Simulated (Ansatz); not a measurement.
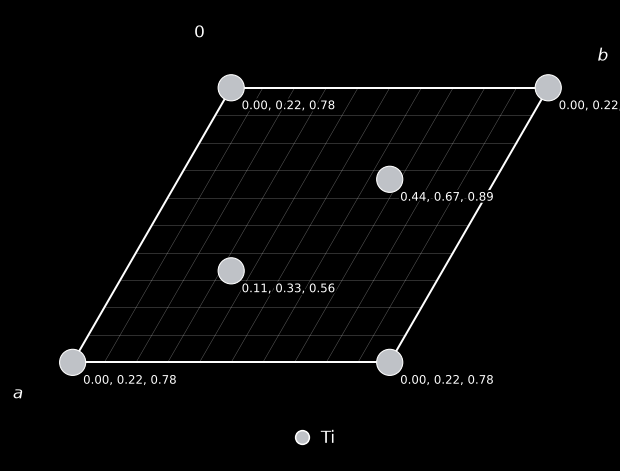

Plan of a unit cell projected along c (a down the page, b across); the numbers are heights as fractions of c, and atoms on the cell's edges are repeated. The grid marks tenths of a and b. Source: the geometry relaxed with DFT PBEsol, scalar-relativistic, plane waves, PAW in Ansatz; the starting structure was generated, so it need not be a known form of this composition. All values are computed from the atomic coordinates in the standard setting (tolerance 0.002 Å).

a = 2.894 Å, b = 2.894 Å, c = 20.795 Å, α = 90.00°, β = 90.00°, γ = 120.00°.

> What does the cell contain?

9 Ti: Ti, Z = 9.

> Which space group?

R-3m (No. 166, hexagonal axes), rhombohedral (trigonal, hexagonal axes).

> Give the fractional coordinates of all atoms, to two places.

| atom | x | y | z |
| --- | --- | --- | --- |
| Ti | 0.00 | 0.00 | 0.00 |
| Ti | 0.33 | 0.67 | 0.89 |
| Ti | 0.00 | 0.00 | 0.78 |
| Ti | 0.67 | 0.33 | 0.33 |
| Ti | 0.00 | 0.00 | 0.22 |
| Ti | 0.67 | 0.33 | 0.11 |
| Ti | 0.33 | 0.67 | 0.67 |
| Ti | 0.67 | 0.33 | 0.56 |
| Ti | 0.33 | 0.67 | 0.44 |
